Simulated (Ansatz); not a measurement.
Consider ZrO3.

Input

```
crystal:
  lattice:
    - [4.1137688695, 0.0, 0.011945685]
    - [0.0, 3.2613543705, 0.0]
    - [-0.9228759161, 0.0, 7.66217684]
  atoms:
    - { symbol: Zr, position: [0.2830986085, 0.75, 0.6514873188] }
    - { symbol: Zr, position: [0.7169013915, 0.25, 0.3485126812] }
    - { symbol: O, position: [0.8638159507, 0.75, 0.1926375088] }
    - { symbol: O, position: [0.1361840493, 0.25, 0.8073624912] }
    - { symbol: O, position: [0.2407320353, 0.25, 0.4571634365] }
    - { symbol: O, position: [0.7592679647, 0.75, 0.5428365635] }
    - { symbol: O, position: [0.4979921282, 0.25, 0.8077892717] }
    - { symbol: O, position: [0.5020078718, 0.75, 0.1922107283] }
basis:
  ecutwfc: 420
kpoints:
  mp_grid: { grid: [6, 8, 4] }
hamiltonian:
  xc: pbe
scf:
  occupations: { method: gaussian, width: 0.02 }
output:
  forces: true
  stress: true
  eigenvalues: true
  write_density: true
  write_potential: true
  elf: true
  volumetric_format: npy
relax:
  adjacent_minimum: "off"
  f_tol: 0.005
  max_steps: 80
  cell: { stress_tol: 0.05 }
```

Command:

```sh
ansatz run input.yaml --threads 4 --pin off --max-ram 12288MiB --backend cpu --events-out ev --progress --plain --runs-dir out
```

Below, planes, directions and counts refer to the conventional cell (a = 4.12 Å, b = 3.26 Å, c = 7.87 Å, α = 90.00°, β = 96.02°, γ = 90.00°).

The fields are those of the relaxed geometry.

Space group P2₁/m.

Level of theory: DFT PBE, scalar-relativistic, plane waves, PAW (Ansatz 0.2.0).

Question: What can the converged valence pseudo-density and electron localisation function tell about the bonding?

Answer: O–O (1.49 Å): ρ is about 1.7 e/Å³ halfway; the ELF peaks at about 0.65 between the atoms.
Zr–O (2.22 Å): ρ at the midpoint is about 0.5 e/Å³; the ELF peaks at about 0.85 in the valence shell of O, 0.6 Å from its nucleus, and drops to about 0.15 between the two atoms: no localised pair shows between them.

Question: Does the calculation give a band gap?

Answer: It is gapped, with a Kohn–Sham gap of 3.5 eV on the k-point mesh, an upper bound to the gap of this method.

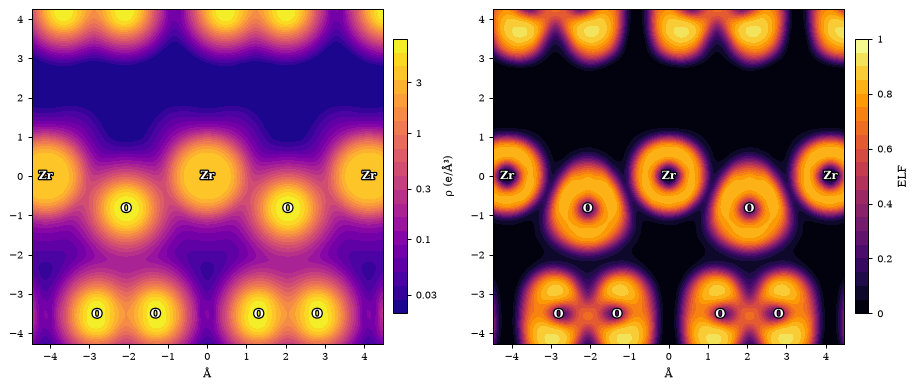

Computed valence pseudo-density and electron localisation function on the (010) plane of the conventional cell, in this order. 
